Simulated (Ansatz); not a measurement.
The structure in question:

```
Sn O
1.0
     3.31865    0.00000    0.00000
     0.00000    5.78364    0.00000
     0.00000    0.00000    4.06795
Sn O
2 2
Direct
  0.00000 0.22785 0.51677
  0.50000 0.77215 0.01677
  0.00000 0.89285 0.73323
  0.50000 0.10715 0.23323
```

**Describe what this structure looks like.**

The formula is SnO. Its lattice is primitive orthorhombic, its space group Pmn2_1 (No. 31). Content of the cell: 2 Sn, 2 O (Z = 2). The coordination shell of Sn holds three O in a trigonal pyramidal arrangement at 2.13 to 2.14 Å. O is coordinated by three Sn at 2.13 to 2.14 Å. The bonds build SnO layers parallel to (010).

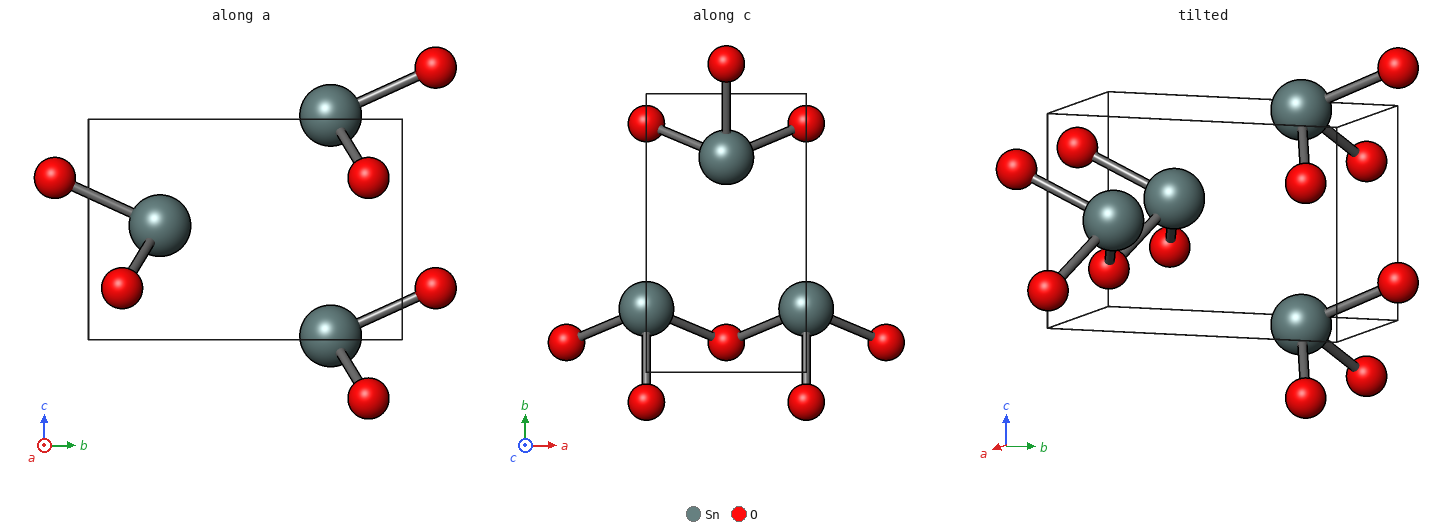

View along the a axis, along the c axis and slightly off an axis, drawn as a ball-and-stick model. The frame is the conventional unit cell; atoms at its boundary are shown with their periodic copies. A few atoms beyond the faces are included. Colours: tin teal, oxygen red.

Its origin is a structure listed in the Materials Project. It was relaxed at fixed volume with DFT PBEsol, scalar-relativistic, plane waves, PAW (Ansatz 0.2.0).
